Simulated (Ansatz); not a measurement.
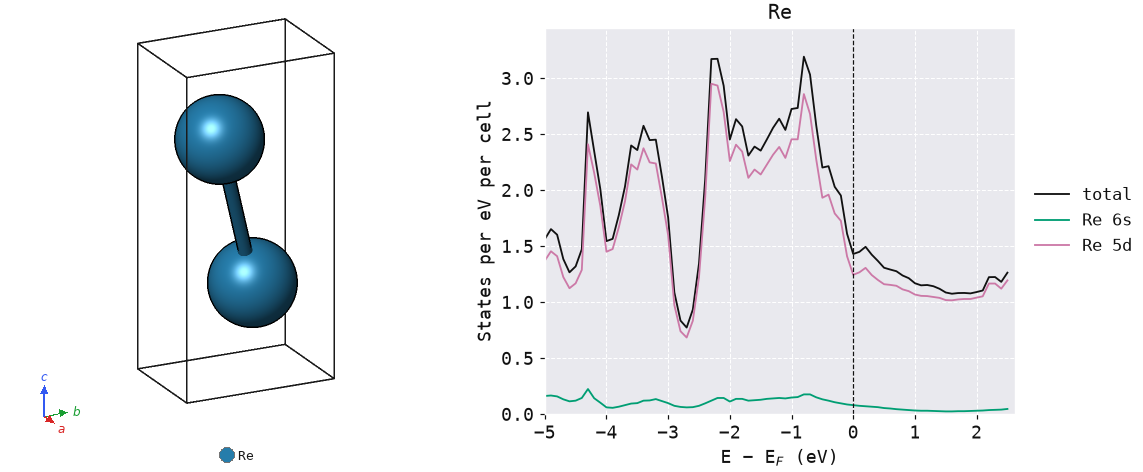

What does this figure show?

Density of states of Re, space group P6_3/mmc, 2 atoms in the cell, beside the structure. Ansatz; DFT PBEsol, scalar-relativistic, plane waves, PAW, no spin polarisation, 18×18×10 k mesh. Energies are counted from the Fermi level. The partial curves are projected on Löwdin-orthogonalised atomic shells.

It is a metal. The density of states at the Fermi level is about 1.6 per eV and cell (mean within 0.25 eV), or 0.79 per atom. By projected weight, the states within 0.3 eV of the Fermi level are Re 5d almost alone.

Spin-orbit coupling is left out, which matters for Re.
